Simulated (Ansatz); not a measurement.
# Cu2H3: a trial structure relaxed, part 2 of 2

Aim: relax a trial structure of Cu2H3 and see where it ends.

Ansatz 0.2.0; DFT PBE, scalar-relativistic, plane waves, PAW. Earlier steps stand in the parts before.

## 4. Coarse relaxation, continued

The end of the coarse run is made exact in the group found at a tolerance of 0.06 Å and reduced to its primitive cell.

input.yaml

```yaml
crystal:
  lattice:
    - [3.7100230761, 0.0, 0.0]
    - [0.0, 3.7100230761, 0.0]
    - [0.0, 0.0, 3.1581215164]
  atoms:
    - { symbol: Cu, position: [0.5, 0.0, 0.0] }
    - { symbol: Cu, position: [0.0, 0.5, 0.0] }
    - { symbol: H, position: [0.5, 0.0, 0.5] }
    - { symbol: H, position: [0.0, 0.5, 0.5] }
    - { symbol: H, position: [0.0, 0.0, 0.0] }
basis:
  ecutwfc: 420
kpoints:
  mp_grid: { grid: [6, 6, 6] }
hamiltonian:
  xc: pbe
scf:
  occupations: { method: gaussian, width: 0.1 }
  lower_state_search: "off"
output:
  forces: true
  stress: true
  eigenvalues: true
relax:
  adjacent_minimum: "off"
  f_tol: 0.04
  max_steps: 70
  cell: { stress_tol: 0.4 }
```

Run with:

```
$ ansatz run input.yaml --threads 1 --pin off --max-ram 2048MiB --backend cpu --events-out ev --progress --plain --runs-dir out
```

Log, cut to the lines that bear on the results:

```text
[...]
relax step   4: F+E_penalty+E_count = -13296.04572833 eV  Δ(F+E_penalty+E_count) = +1.297e-3 eV  max|allowed force component| = 2.015e-28 eV/Å  Δτ_max = 0.0000 Å  P = +0.153 GPa  Ω = 42.579 Å³  stress off target by 1.76e-1 GPa  SCF on the basis re-selected at this cell (its energy is not [...]
SCF converged after 6 iterations
Free energy (F): -13296.045728 eV
[...]
E sigma→0 (E₀):  -13296.044008 eV
[...]
  atoms:
    - { symbol: Cu, position: [0.49999999999999994, -2.59877054865321e-34, -7.337065569858882e-35] }
    - { symbol: Cu, position: [-2.2612441785045048e-35, 0.49999999999999994, 2.5727372777427194e-35] }
    - { symbol: H, position: [0.49999999999999994, -2.468738235731697e-34, 0.49999999999999994] }
    - { symbol: H, position: [-4.36634819178551e-35, 0.49999999999999994, 0.49999999999999994] }
    - { symbol: H, position: [5.472256537353856e-35, 3.771038464441533e-34, 9.338083452547655e-35] }
```

Run time: 12 s. Hardware: 1 thread of Arm Neoverse V1, shared host; peak memory 0.33 GiB.

## 5. Final relaxation

The end of the coarse run is made exact in the group found at a tolerance of 0.06 Å and reduced to its primitive cell.

input.yaml

```yaml
crystal:
  lattice:
    - [3.6396793674, 0.0, 0.0]
    - [0.0, 3.6396793674, 0.0]
    - [0.0, 0.0, 3.2141484898]
  atoms:
    - { symbol: Cu, position: [0.5, 0.0, 0.0] }
    - { symbol: Cu, position: [0.0, 0.5, 0.0] }
    - { symbol: H, position: [0.5, 0.0, 0.5] }
    - { symbol: H, position: [0.0, 0.5, 0.5] }
    - { symbol: H, position: [0.0, 0.0, 0.0] }
basis:
  ecutwfc: 420
kpoints:
  mp_grid: { grid: [10, 10, 12] }
hamiltonian:
  xc: pbe
scf:
  occupations: { method: gaussian, width: 0.1 }
output:
  forces: true
  stress: true
  eigenvalues: true
  write_density: true
  write_potential: true
  elf: true
  volumetric_format: npy
relax:
  adjacent_minimum: "off"
  f_tol: 0.01
  max_steps: 80
  cell: { stress_tol: 0.05 }
```

Run with:

```
$ ansatz run input.yaml --threads 1 --pin off --max-ram 2048MiB --backend cpu --events-out ev --progress --plain --runs-dir out
```

Log:

```text
Warning: RAYON_NUM_THREADS=1 ignored (pool sized by the plan → 1); use --threads N
[... 9 set-up lines as earlier in the session ...]
Crystal: 5 atoms, lattice volume = 42.579 Å³
Basis set: ecut = 420 eV, 811 PW (Γ), exchange–correlation on 50×50×48 points (8 copies of the dense FFT grid, shifted against one another)
Bands: 26, of which v1, the nominal top of the filled ones, is band 21 counted from 1 (20 counted from 0)
[... 1 set-up line as earlier in the session ...]
Space group: P4/mmm (ITA 123), of the structure as read, at distance tolerance 3.5e-5 Å
k-points: 147 of 1200
[... 8 set-up lines as earlier in the session ...]
SCF iter   1: F=—  HF=-13296.046610 eV  |F-HF|=—  |Δ(HF+E_count)|=         —  Δρ=5.49e-3  dr2=9.72e-3  ethr=1.77e-3  ⟨swp⟩=5.5  Hψ=14834  notcnv=0
preconditioner: auto → LDOS  [metal: Δε(μ)=0.026 eV  Ē_g=10.046 eV  σ=0.100 eV  W_gap=0.14  n_scr=18 (ndim 8)  ℏωp=28.5 eV  f_vac=0.035  D(μ)=0.74/eV (n_scr^D=4)  β→1.0]
SCF iter   2: F=—  HF=-13296.050446 eV  |F-HF|=—  |Δ(HF+E_count)|=   3.84e-3  Δρ=9.88e-3  dr2=2.31e-2  ethr=2.37e-5  ⟨swp⟩=2.1  Hψ=7586  notcnv=0  defer=143
SCF iter   3: F=—  HF=-13296.046966 eV  |F-HF|=—  |Δ(HF+E_count)|=   3.48e-3  Δρ=5.10e-3  dr2=6.21e-3  ethr=2.37e-5  ⟨swp⟩=2.1  Hψ=7293  notcnv=0  defer=143
SCF iter   4: F=—  HF=-13296.045391 eV  |F-HF|=—  |Δ(HF+E_count)|=   1.57e-3  Δρ=1.18e-3  dr2=3.31e-4  ethr=1.52e-5  ⟨swp⟩=2.1  Hψ=5197  notcnv=0  defer=108
SCF iter   5: F=—  HF=-13296.045299 eV  |F-HF|=—  |Δ(HF+E_count)|=   9.19e-5  Δρ=1.64e-4  dr2=6.35e-6  ethr=8.08e-7  ⟨swp⟩=2.0  Hψ=5223  notcnv=0  defer=61
SCF iter   6: F=—  HF=-13296.045302 eV  |F-HF|=—  |Δ(HF+E_count)|=   2.53e-6  Δρ=1.65e-5  dr2=6.48e-8  ethr=2.44e-10  ⟨swp⟩=9.5  Hψ=26853  notcnv=0
SCF iter   7: F=-13296.045302 eV  HF=-13296.045302 eV  |F-HF|=3.13e-10  |Δ(HF+E_count)|=   1.55e-8  Δρ=1.20e-6  dr2=3.41e-10  ethr=1.58e-10  ⟨swp⟩=5.7  Hψ=21467  notcnv=0
SCF 1 converged in 7 iterations: F = -13296.045302 eV  dr2 = 3.41e-10
relax step   1: F+E_penalty+E_count = -13296.04530182 eV  Δ(F+E_penalty+E_count) = +0.000e0 eV  max|allowed force component| = 5.849e-29 eV/Å  Δτ_max = 0.0000 Å  P = +0.209 GPa  Ω = 42.579 Å³  (7 SCF iters, dr2 threshold 1.00e-7 eV, accepted)
Crystal: 5 atoms, lattice volume = 42.748 Å³
Basis set: ecut = 420 eV, 827 PW (Γ), exchange–correlation on 50×50×48 points (8 copies of the dense FFT grid, shifted against one another)
[... 2 set-up lines as earlier in the session ...]
iter 1 solved again at ethr=1.88e-6 eV; its pass at ethr=3.10e-3 eV (dr2=7.70e-4 eV) is discarded
SCF iter   1: F=—  HF=-13296.049618 eV  |F-HF|=—  |Δ(HF+E_count)|=         —  Δρ=1.74e-3  dr2=8.48e-4  ethr=1.88e-6  ⟨swp⟩=2.0  Hψ=17951  notcnv=0
preconditioner: auto → LDOS  [metal: Δε(μ)=0.002 eV  Ē_g=10.007 eV  σ=0.100 eV  W_gap=0.01  n_scr=18 (ndim 8)  ℏωp=28.4 eV  f_vac=0.044  D(μ)=0.73/eV (n_scr^D=4)  β→1.0]
SCF iter   2: F=—  HF=-13296.050185 eV  |F-HF|=—  |Δ(HF+E_count)|=   5.67e-4  Δρ=3.71e-3  dr2=3.32e-3  ethr=1.88e-6  ⟨swp⟩=2.0  Hψ=6847  notcnv=0  recentre
SCF iter   3: F=—  HF=-13296.049450 eV  |F-HF|=—  |Δ(HF+E_count)|=   7.35e-4  Δρ=7.55e-4  dr2=1.51e-4  ethr=1.88e-6  ⟨swp⟩=2.1  Hψ=6771  notcnv=0
SCF iter   4: F=—  HF=-13296.049423 eV  |F-HF|=—  |Δ(HF+E_count)|=   2.70e-5  Δρ=7.67e-5  dr2=1.28e-6  ethr=3.68e-7  ⟨swp⟩=2.0  Hψ=5161  notcnv=0
SCF iter   5: F=-13296.049423 eV  HF=-13296.049423 eV  |F-HF|=1.10e-7  |Δ(HF+E_count)|=   1.37e-7  Δρ=1.97e-5  dr2=1.03e-7  ethr=1.22e-9  ⟨swp⟩=9.1  Hψ=25783  notcnv=0
SCF 2 converged in 5 iterations: F = -13296.049423 eV  dr2 = 1.03e-7
  Residual-converged pass: ⟨swp⟩=1.0  Hψ=4411  notcnv=0  max |occ|·‖R‖ = 7.1e-9 eV (tolerance 1.0e-8 eV)  dr2=1.03e-7  dr2_onsite=3.29e-8  max |Δocc| = 8.0e-11
relax step   2: F+E_penalty+E_count = -13296.04942257 eV  Δ(F+E_penalty+E_count) = -4.121e-3 eV  max|allowed force component| = 2.780e-29 eV/Å  Δτ_max = 0.0000 Å  P = +0.113 GPa  Ω = 42.748 Å³  energy of the carried Pulay correction = -2.726e-4 eV  (5 SCF iters, dr2 threshold 5.00e-7 eV, accepted)
Crystal: 5 atoms, lattice volume = 42.955 Å³
Basis set: ecut = 420 eV, 835 PW (Γ), exchange–correlation on 50×50×48 points (8 copies of the dense FFT grid, shifted against one another)
iter 1 solved again at ethr=3.36e-6 eV; its pass at ethr=3.10e-3 eV (dr2=1.38e-3 eV) is discarded
SCF iter   1: F=—  HF=-13296.051558 eV  |F-HF|=—  |Δ(HF+E_count)|=         —  Δρ=2.19e-3  dr2=1.36e-3  ethr=3.36e-6  ⟨swp⟩=1.7  Hψ=18361  notcnv=0
preconditioner: auto → LDOS  [metal: Δε(μ)=0.017 eV  Ē_g=9.994 eV  σ=0.100 eV  W_gap=0.10  n_scr=18 (ndim 8)  ℏωp=28.3 eV  f_vac=0.046  D(μ)=0.70/eV (n_scr^D=4)  β→1.0]
SCF iter   2: F=—  HF=-13296.052437 eV  |F-HF|=—  |Δ(HF+E_count)|=   8.80e-4  Δρ=4.65e-3  dr2=5.25e-3  ethr=3.32e-6  ⟨swp⟩=2.0  Hψ=6842  notcnv=0  recentre
SCF iter   3: F=—  HF=-13296.051278 eV  |F-HF|=—  |Δ(HF+E_count)|=   1.16e-3  Δρ=1.01e-3  dr2=2.71e-4  ethr=3.32e-6  ⟨swp⟩=2.0  Hψ=6604  notcnv=0
SCF iter   4: F=—  HF=-13296.051231 eV  |F-HF|=—  |Δ(HF+E_count)|=   4.72e-5  Δρ=8.56e-5  dr2=1.56e-6  ethr=6.61e-7  ⟨swp⟩=2.0  Hψ=5163  notcnv=0
SCF iter   5: F=-13296.051231 eV  HF=-13296.051231 eV  |F-HF|=2.03e-7  |Δ(HF+E_count)|=   2.86e-7  Δρ=2.51e-5  dr2=1.72e-7  ethr=1.22e-9  ⟨swp⟩=9.5  Hψ=27025  notcnv=0
SCF 3 converged in 5 iterations: F = -13296.051231 eV  dr2 = 1.72e-7
  Residual-converged pass: ⟨swp⟩=1.0  Hψ=4410  notcnv=0  max |occ|·‖R‖ = 7.0e-9 eV (tolerance 1.0e-8 eV)  dr2=1.72e-7  dr2_onsite=6.47e-8  max |Δocc| = 1.9e-10
relax step   3: F+E_penalty+E_count = -13296.05123107 eV  Δ(F+E_penalty+E_count) = -1.809e-3 eV  max|allowed force component| = 2.966e-29 eV/Å  Δτ_max = 0.0000 Å  P = +0.058 GPa  Ω = 42.955 Å³  energy of the carried Pulay correction = -6.136e-4 eV  (5 SCF iters, dr2 threshold 5.00e-7 eV, accepted)
Crystal: 5 atoms, lattice volume = 42.995 Å³
iter 1 solved again at ethr=6.71e-8 eV; its pass at ethr=3.10e-3 eV (dr2=2.75e-5 eV) is discarded
SCF iter   1: F=—  HF=-13296.051184 eV  |F-HF|=—  |Δ(HF+E_count)|=         —  Δρ=3.20e-4  dr2=3.08e-5  ethr=6.71e-8  ⟨swp⟩=2.3  Hψ=16301  notcnv=0
preconditioner: auto → LDOS  [metal: Δε(μ)=0.017 eV  Ē_g=9.978 eV  σ=0.100 eV  W_gap=0.10  n_scr=18 (ndim 8)  ℏωp=28.3 eV  f_vac=0.046  D(μ)=0.71/eV (n_scr^D=4)  β→1.0]
SCF iter   2: F=—  HF=-13296.051218 eV  |F-HF|=—  |Δ(HF+E_count)|=   3.46e-5  Δρ=6.88e-4  dr2=1.15e-4  ethr=6.71e-8  ⟨swp⟩=2.1  Hψ=6808  notcnv=0
SCF iter   3: F=—  HF=-13296.051196 eV  |F-HF|=—  |Δ(HF+E_count)|=   2.25e-5  Δρ=1.30e-4  dr2=4.01e-6  ethr=6.71e-8  ⟨swp⟩=2.0  Hψ=6841  notcnv=0
SCF iter   4: F=—  HF=-13296.051187 eV  |F-HF|=—  |Δ(HF+E_count)|=   8.36e-6  Δρ=3.83e-6  dr2=2.46e-9  ethr=2.67e-11  ⟨swp⟩=6.8  Hψ=25908  notcnv=0
SCF iter   5: F=-13296.051187 eV  HF=-13296.051187 eV  |F-HF|=1.78e-10  |Δ(HF+E_count)|=   1.35e-9  Δρ=1.14e-6  dr2=4.52e-10  ethr=5.99e-12  ⟨swp⟩=6.2  Hψ=19003  notcnv=0
SCF 4 converged in 5 iterations: F = -13296.051187 eV  dr2 = 4.52e-10
relax step   4: F+E_penalty+E_count = -13296.05118745 eV  Δ(F+E_penalty+E_count) = +4.362e-5 eV  max|allowed force component| = 2.891e-29 eV/Å  Δτ_max = 0.0000 Å  P = -0.016 GPa  Ω = 42.995 Å³  energy of the carried Pulay correction = -6.627e-4 eV  (5 SCF iters, dr2 threshold 1.09e-8 eV, accepted)
[... 1 set-up line as earlier in the session ...]
iter 1 solved again at ethr=1.90e-8 eV; its pass at ethr=3.10e-3 eV (dr2=7.80e-6 eV) is discarded
SCF iter   1: F=—  HF=-13296.050843 eV  |F-HF|=—  |Δ(HF+E_count)|=         —  Δρ=4.98e-4  dr2=2.43e-6  ethr=1.90e-8  ⟨swp⟩=3.3  Hψ=24324  notcnv=0
preconditioner: auto → LDOS  [metal: Δε(μ)=0.016 eV  Ē_g=9.976 eV  σ=0.100 eV  W_gap=0.09  n_scr=18 (ndim 8)  ℏωp=28.3 eV  f_vac=0.046  D(μ)=0.71/eV (n_scr^D=4)  β→1.0]
SCF iter   2: F=—  HF=-13296.051863 eV  |F-HF|=—  |Δ(HF+E_count)|=   1.02e-3  Δρ=1.28e-5  dr2=9.12e-8  ethr=5.93e-9  ⟨swp⟩=2.0  Hψ=5502  notcnv=0
SCF iter   3: F=—  HF=-13296.051863 eV  |F-HF|=—  |Δ(HF+E_count)|=   8.47e-9  Δρ=1.28e-5  dr2=3.79e-8  ethr=2.22e-10  ⟨swp⟩=2.0  Hψ=5656  notcnv=0
SCF iter   4: F=—  HF=-13296.051863 eV  |F-HF|=—  |Δ(HF+E_count)|=   1.93e-9  Δρ=1.19e-5  dr2=3.54e-8  ethr=9.24e-11  ⟨swp⟩=2.2  Hψ=6484  notcnv=0
SCF iter   5: F=—  HF=-13296.051863 eV  |F-HF|=—  |Δ(HF+E_count)|=   6.66e-9  Δρ=5.88e-6  dr2=8.39e-9  ethr=8.64e-11  ⟨swp⟩=1.0  Hψ=3825  notcnv=0
SCF iter   6: F=—  HF=-13296.051863 eV  |F-HF|=—  |Δ(HF+E_count)|=   2.01e-9  Δρ=1.33e-6  dr2=4.33e-10  ethr=2.05e-11  ⟨swp⟩=2.0  Hψ=4881  notcnv=0
SCF iter   7: F=-13296.051863 eV  HF=-13296.051863 eV  |F-HF|=2.00e-11  |Δ(HF+E_count)|=  1.13e-10  Δρ=1.85e-7  dr2=8.27e-12  ethr=1.00e-12  ⟨swp⟩=4.3  Hψ=17950  notcnv=0
SCF 5 converged in 7 iterations: F = -13296.051863 eV  dr2 = 8.27e-12
relax step   5: F+E_penalty+E_count = -13296.05186316 eV  Δ(F+E_penalty+E_count) = -6.757e-4 eV  max|allowed force component| = 2.582e-29 eV/Å  Δτ_max = 0.0000 Å  P = -0.012 GPa  Ω = 42.995 Å³  stress off target by 2.93e-2 GPa  SCF on the basis re-selected at this cell (its energy is not comparable with the rows above)  (7 SCF iters)
basis re-selected at this cell: Δ(F+E_penalty+E_count) = -6.757e-4 eV, ΔP = +0.004 GPa vs the last step (what re-selecting the basis moved, of the pressure what is left beyond the Pulay correction that the steps carried, after the strain that the cell walked since its last selection, with what the two solves' SCF thresholds leave and, on support functions, any second-order correction that the steps lacked; it is no measure of the basis error at this ecutwfc). This SCF's stress stands 2.93e-2 GPa from its target on what of the cell is left free (relax.cell.stress_tol is 5.00e-2 GPa) and its largest allowed force component is 2.58e-29 eV/Å (relax.f_tol is 1.00e-2 eV/Å): within both
SCF converged after 7 iterations
Free energy (F): -13296.051863 eV
Harris-Foulkes:  -13296.051863 eV  (|F-HF|=2.00e-11)
Internal energy: -13296.048307 eV  (E = F + TS)
E sigma→0 (E₀):  -13296.050085 eV
Entropy (-TS):   -0.003556 eV (-0.711 meV/atom)
Fermi energy:    8.426953 eV
--- Per-component energies (eV) ---
  E_band       = -1030.646062
  E_kinetic    = 638.166415
  E_local      = -10326.826556  (includes V_loc(G=0)·N_el)
  E_nonlocal   = 783.470139
  E_hartree    = 4521.482149
  E_xc         = -204.470965
  E_vxc        = -263.851829  (∫ρ·V_xc dr)
  E_paw        = -3326.697347  (= ΣΔE_a)
  E_vpaw       = -904.565350  (= ΣTr[D̂ρ^β])
  E_aug_tail   = -0.003562  (compensation charges beyond the density's cutoff)
  E_ewald      = -5381.168580
  E_smearing   = -0.003556  (= −TS)
  E_closure    = 0.000000  (closes the sum)
  Σ components = -13296.051863   (vs F -13296.051863, Δ=0.00e0)
--- Forces (eV/Å), atoms counted from 1 ---
  atom   1  Cu     0.00000000     0.00000000     0.00000000
  atom   2  Cu     0.00000000     0.00000000     0.00000000
  atom   3  H      0.00000000     0.00000000     0.00000000
  atom   4  H      0.00000000    -0.00000000     0.00000000
  atom   5  H     -0.00000000    -0.00000000     0.00000000
  max |Σ_I F_I| component: 4.84e-29 eV/Å
--- Stress (GPa, compression-positive) ---
       -0.003340       0.000000       0.000000
        0.000000      -0.003340       0.000000
        0.000000       0.000000      -0.029303
  P = ⅓ Tr σ = -0.0120 GPa (-0.120 kbar)
--- Band table (eV; the first three rows and the last of 147) ---
  k-point 0: bands = ["-104.2978", "-104.2907", "-61.7553", "-61.7478", "-61.6892", "-61.6892", "-61.5528", "-61.5528", "-1.2126", "2.5248", "3.0895", "4.4575", "4.7380", "5.5584", "5.5584", "6.1319", "6.1319", "6.3694", "6.8038", "10.1107", "11.7905", "11.7905", "12.0279", "15.3469", "16.5640", "22.5489"]
  k-point 1: bands = ["-104.2978", "-104.2907", "-61.7556", "-61.7482", "-61.6892", "-61.6892", "-61.5528", "-61.5528", "-1.1153", "2.5412", "3.1987", "4.4686", "4.7413", "5.5276", "5.5276", "6.1217", "6.1217", "6.3699", "6.8040", "10.0181", "11.6244", "11.9105", "11.9105", "14.5371", "17.7664", "22.6570"]
  k-point 2: bands = ["-104.2978", "-104.2906", "-61.7566", "-61.7491", "-61.6891", "-61.6891", "-61.5527", "-61.5527", "-0.8308", "2.5862", "3.5217", "4.4988", "4.7505", "5.4464", "5.4464", "6.0941", "6.0941", "6.3712", "6.8046", "9.7348", "10.4465", "12.2533", "12.2533", "14.0710", "19.2848", "21.4729"]
  k-point 146: bands = ["-104.2940", "-104.2940", "-61.7566", "-61.7566", "-61.7117", "-61.6608", "-61.5807", "-61.5316", "3.9604", "4.6242", "4.7499", "4.7499", "4.8250", "5.3011", "5.3011", "5.8402", "5.8402", "6.0238", "6.0489", "6.0489", "6.1139", "10.4061", "11.3574", "11.3574", "14.6713", "15.2611"]
--- Relaxed structure (4 steps of the walk, 4 accepted, 1 SCFs on fresh bases) ---
  F+E_penalty+E_count = -13296.05186316 eV   max|allowed force component| = 2.582e-29 eV/Å   (the final SCF, on the basis selected at the relaxed cell)
  cell:  # Å, volume = 42.9952 Å³
    - [3.673943047024039, 2.0074260192621024e-34, 0.0]
    - [2.0074260192621024e-34, 3.673943047024039, 0.0]
    - [0.0, 0.0, 3.1853385954320097]
  atoms:
    - { symbol: Cu, position: [0.5, -1.3306218038780814e-37, 0.0] }
    - { symbol: Cu, position: [-6.495501388251721e-36, 0.5, 0.0] }
    - { symbol: H, position: [0.5, 4.353587843756622e-37, 0.49999999999999994] }
    - { symbol: H, position: [4.1339706528252683e-38, 0.5, 0.49999999999999994] }
    - { symbol: H, position: [4.288994552306229e-37, -3.7205735875427523e-37, 0.0] }
```

Wall time 57 s (1 thread of Arm Neoverse V1, shared host); peak memory 0.41 GiB.

The steps of the relaxation:

| step | energy from step 1 (eV/cell) | largest force component (eV/Å) | pressure (GPa) | volume (Å³) |
| --- | --- | --- | --- | --- |
| 1 | 0.0000 | 0.0000 | 0.21 | 42.58 |
| 2 | -0.0041 | 0.0000 | 0.11 | 42.75 |
| 3 | -0.0059 | 0.0000 | 0.06 | 42.95 |
| 4 | -0.0059 | 0.0000 | -0.02 | 43.00 |
| 5 | -0.0066 | 0.0000 | -0.01 | 43.00 |

Step 1 is the start. Step 5 repeats the geometry before it on a plane-wave basis chosen anew for that cell, so its energy need not be comparable with the rows above.

|  | before | after | change |
| --- | --- | --- | --- |
| a (Å) | 3.640 | 3.674 | +0.9 % |
| b (Å) | 3.640 | 3.674 | +0.9 % |
| c (Å) | 3.214 | 3.185 | -0.9 % |
| volume (Å³/atom) | 8.52 | 8.60 | +1.0 % |
| shortest distance (Å) | 1.607 | 1.593 | -0.9 % |
| space group (0.01 Å) | P4/mmm | P4/mmm | same |

The run keeps the 16 symmetry operations of the start, so it could not have lowered the symmetry.

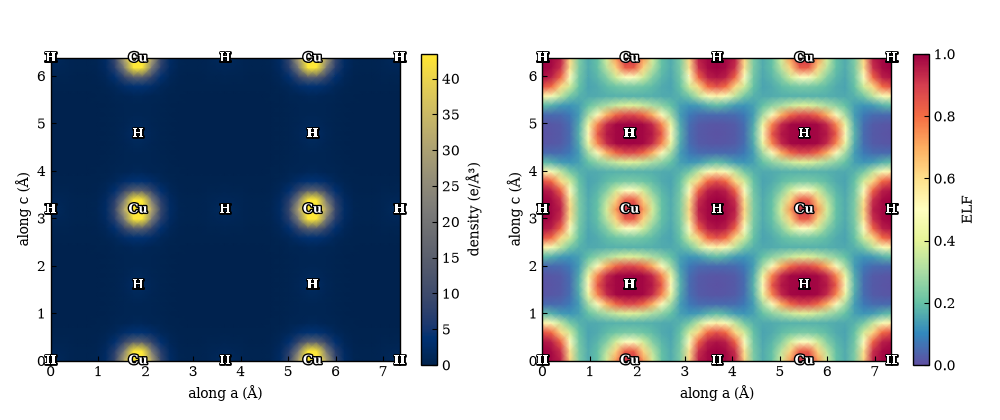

Density (left) and ELF (right) in a lattice plane of the grid's cell (edges 3.67 and 3.19 Å, at 0.000 of the third edge), which holds Cu and H. Only atoms in the plane are labelled; the density scale stops at 43.44 e/Å³. Both are smooth fields of the valence electrons: close to the nuclei they are not physical.

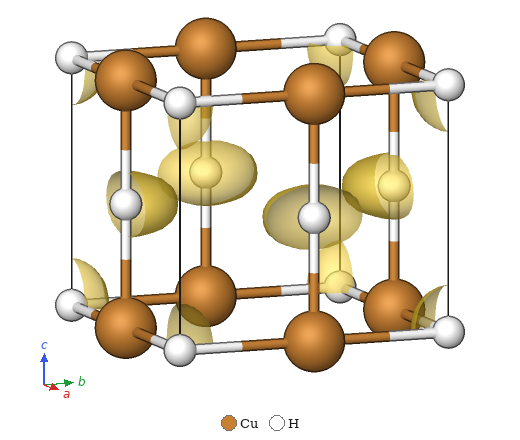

Surface of ELF = 0.85, drawn in one cell.

Outside the cores ELF peaks at 1.00 at H.

## 6. Variant: hubbard.sites [{species: Cu, l: d, u_eff: 1.0}], hubbard.double_counting fll, lower_state_search light

input.yaml

```yaml
crystal:
  lattice:
    - [3.673943047, 0.0, 0.0]
    - [0.0, 3.673943047, 0.0]
    - [0.0, 0.0, 3.1853385954]
  atoms:
    - { symbol: Cu, position: [0.5, 0.0, 0.0] }
    - { symbol: Cu, position: [0.0, 0.5, 0.0] }
    - { symbol: H, position: [0.5, 0.0, 0.5] }
    - { symbol: H, position: [0.0, 0.5, 0.5] }
    - { symbol: H, position: [0.0, 0.0, 0.0] }
basis:
  ecutwfc: 420
kpoints:
  mp_grid: { grid: [10, 10, 12] }
hamiltonian:
  xc: pbe
  hubbard: { sites: [{ species: Cu, l: d, u_eff: 1.0 }], double_counting: fll }
scf:
  occupations: { method: gaussian, width: 0.1 }
  lower_state_search: light
output:
  forces: true
  eigenvalues: true
  stress: true
```

Run with:

```
$ ansatz run input.yaml --threads 1 --pin off --max-ram 2048MiB --backend cpu --events-out ev --progress --plain --runs-dir out
```

Log, cut to the lines that bear on the results:

```text
Warning: RAYON_NUM_THREADS=1 ignored (pool sized by the plan → 1); use --threads N
Cu: projections on atomic orbitals take those of the free atom [Ne] 3s2 3p6 3d10 4s1, of charge +0.00 (hamiltonian.pseudopotentials.projection_atoms); the dataset's partial waves leave at most 2.0e-6 of an orbital's norm unspanned inside its sphere
[...]
  atom   3  H      0.00000000     0.00000000     0.00000000
  atom   4  H      0.00000000    -0.00000000     0.00000000
  atom   5  H     -0.00000000     0.00000000     0.00000000
[...]
--- Stress (GPa, compression-positive) ---
        0.443094       0.000000       0.000000
        0.000000       0.443094       0.000000
        0.000000       0.000000      -0.026969
  P = ⅓ Tr σ = 0.2864 GPa (2.864 kbar)
--- Band table (eV; the first three rows and the last of 147) ---
[... band rows left out ...]
[...]
Occupation matrices written to <dir>
```

Wall time 16 s (1 thread of Arm Neoverse V1, shared host); peak memory 0.46 GiB.

```tsv
run	ending	energy change	pressure (GPa)	gap (eV)	force (eV/Å)	cycles	time
step 5	converged	0	0.0	0.00	0.00	-	57 s
variant	converged	+56.1 meV/atom (U changed: no physical gain or loss)	0.3	0.00	0.00	11	16 s
```

Changing the Hubbard U and search for lower states moves the energy by +56.1 meV/atom. The U term adds an energy of its own, so the shift says nothing about which run is better.

## 7. What came out

This closing draws on all 2 parts. Changes of volume or cell count from the first structure of part 1.

| quantity | value |
| --- | --- |
| symmetry at the end (tolerance 0.05 Å) | space group P4/mmm (No. 123) |
| conventional cell | a = 3.674 Å, b = 3.674 Å, c = 3.185 Å, α = 90.00°, β = 90.00°, γ = 90.00° |
| volume | 8.60 Å³/atom |
| energy over the elements (uncorrected; H, N, O, F and Cl as molecules) | +0.38 eV/atom |
| gap on the mesh | none (metal) |

The space group P4/mmm (No. 123) is kept, and the volume per atom shrinks by 25.7 % from the first guess. With a positive formation energy it can't be a ground state. No finished test with a distortion of lower symmetry is shown, so the end may be a saddle point.
